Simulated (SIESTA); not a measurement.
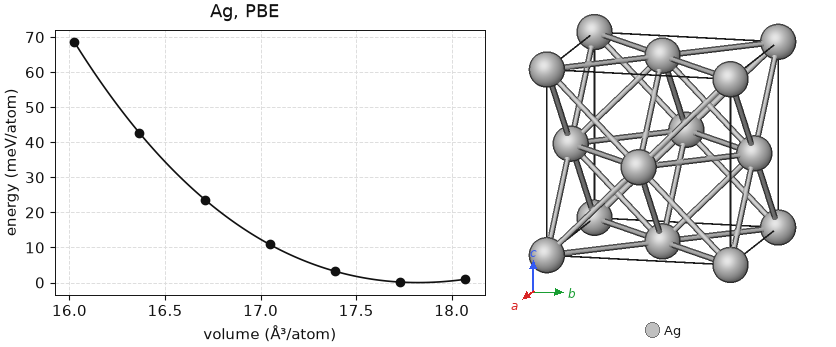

The picture above shows the energy against volume for Ag, space group Fm-3m (No. 225). The conventional cell is drawn beside the plot.

Starting cell:
```yaml
crystal:
  lattice:
    - [0.00000, 2.04275, 2.04275]
    - [2.04275, 0.00000, 2.04275]
    - [2.04275, 2.04275, 0.00000]
  atoms:
    - { symbol: Ag, position: [0.00000, 0.00000, 0.00000] }
```

How it was computed, with SIESTA 5.4.2: DFT in numerical atomic orbitals with pseudopotentials, no spin polarisation; energies at scaled volumes of the given cell, shape and fractions fixed, counted from the fit's minimum, third-order Birch-Murnaghan fit. Level: PBE.

k mesh 11×11×11; occupations Fermi–Dirac; smearing width 0.05 eV; potentials PseudoDojo 0.4 standard, converted to PSML, two zetas on semicore shells; program settings basis DZP, mesh cutoff 800 Ry.

From this curve and the settings, what does the calculation give for the pressure at the same points?

The pressure falls from 13.88 GPa at volume 16.03 Å³/atom to −1.28 GPa at 18.07 Å³/atom, and changes sign near 17.82 Å³/atom.

| volume (Å³/atom) | pressure (GPa) |
| --- | --- |
| 16.03 | 13.88 |
| 16.37 | 10.52 |
| 16.71 | 7.56 |
| 17.05 | 4.77 |
| 17.39 | 2.55 |
| 17.73 | 0.48 |
| 18.07 | −1.28 |

Caveats: mulliken charges of long orbitals; short basis over semicore shells.
